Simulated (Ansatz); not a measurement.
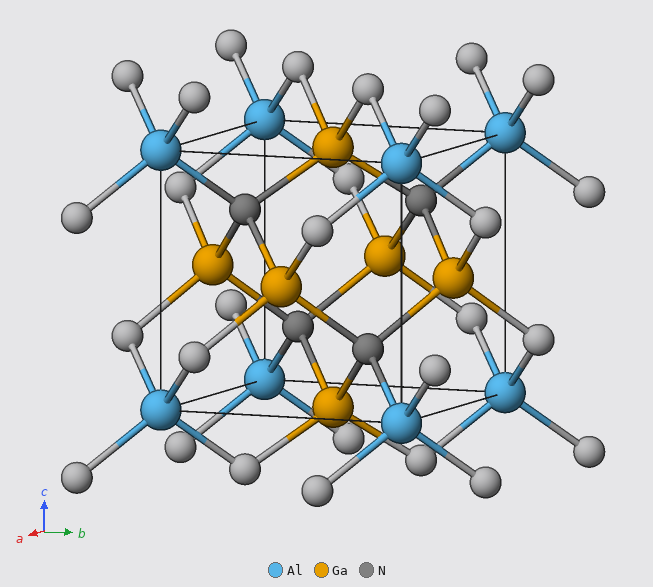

Shown here is a ball-and-stick view of the crystal, taken slightly off an axis. Thin lines show the simulation cell, with boundary atoms drawn in all their periodic places. Atoms just outside the outline that bond to atoms inside are added, in fainter colours.

Input for the calculation:
```yaml
crystal:
  lattice:
    - [4.47168536, 0.0, 0.0]
    - [0.0, 4.47168536, 0.0]
    - [0.0, 0.0, 4.47168536]
  atoms:
    - { symbol: Al, position: [0.0, 0.0, 0.0] }
    - { symbol: Ga, position: [0.5, 0.5, -0.022362933] }
    - { symbol: Ga, position: [0.5, 0.0, 0.5] }
    - { symbol: Ga, position: [0.0, 0.5, 0.5] }
    - { symbol: "N", position: [0.75571442, 0.75571442, 0.24428558] }
    - { symbol: "N", position: [0.75571442, 0.24428558, 0.75571442] }
    - { symbol: "N", position: [0.24428558, 0.75571442, 0.75571442] }
    - { symbol: "N", position: [0.24428558, 0.24428558, 0.24428558] }
basis:
  ecutwfc: 420
kpoints:
  mp_grid: { grid: [6, 6, 6] }
hamiltonian:
  xc: lda
scf:
  occupations: { method: gaussian, width: 0.05 }
output:
  forces: true
  stress: true
  eigenvalues: true
```
Run as:
```sh
ansatz run input.yaml --threads 2 --pin off --max-ram 5120MiB --backend cpu --events-out ev --progress --plain --runs-dir out
```

Setup: DFT LDA, scalar-relativistic, plane waves, PAW (Ansatz); a cutoff energy of 420 eV, Brillouin-zone sampling on a 6×6×6 mesh, Gaussian smearing of 0.05 eV, no spin polarisation.

### What is the electronic character?

A semiconductor at this level, with a gap of 2.27 eV on the k-mesh (the true edges may lie between mesh points, so the gap can be somewhat smaller).

### Would the cell expand or shrink if it could?

The computed pressure is -5.5 GPa (stretched: it would shrink).

It goes back to a structure listed in the Materials Project. The cell was then strained or its atoms displaced on purpose. It went into a calculation with Ansatz.

At this level of theory the run's own cell isn't at rest (stretched, at -6 GPa and forces up to 1.7 eV/Å), so its distances can differ from those at equilibrium, the more so the softer the solid.
